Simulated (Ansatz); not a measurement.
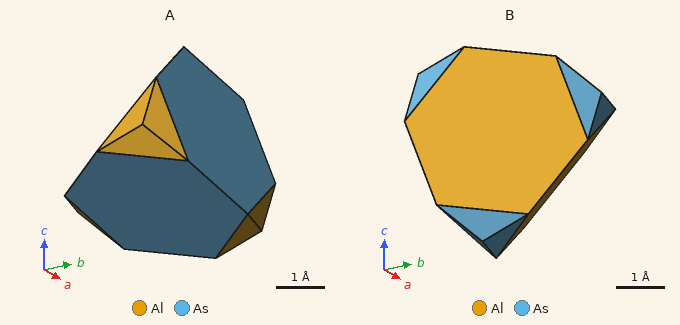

Computed Voronoi cells of the 2 sites of this structure, drawn to one scale and in one orientation; each face has the colour of the neighbour behind it.

AlAs, space group F-43m (No. 216), a = 5.728 Å, b = 5.728 Å, c = 5.728 Å, α = 90.00°, β = 90.00°, γ = 90.00°

```csv
site,Wyckoff,x,y,z
Al,4a,0.0000,0.0000,0.0000
As,4c,0.2500,0.2500,0.2500
```

Origin: the geometry relaxed with Ansatz, DFT PBE, scalar-relativistic, plane waves, PAW.

Which cell belongs to which site?

Answer. A is Al (4 faces above 1 % of the solid angle, 23.5 Å³, mostly facing As); B is As (4 faces above 1 % of the solid angle, 23.5 Å³, mostly facing Al).
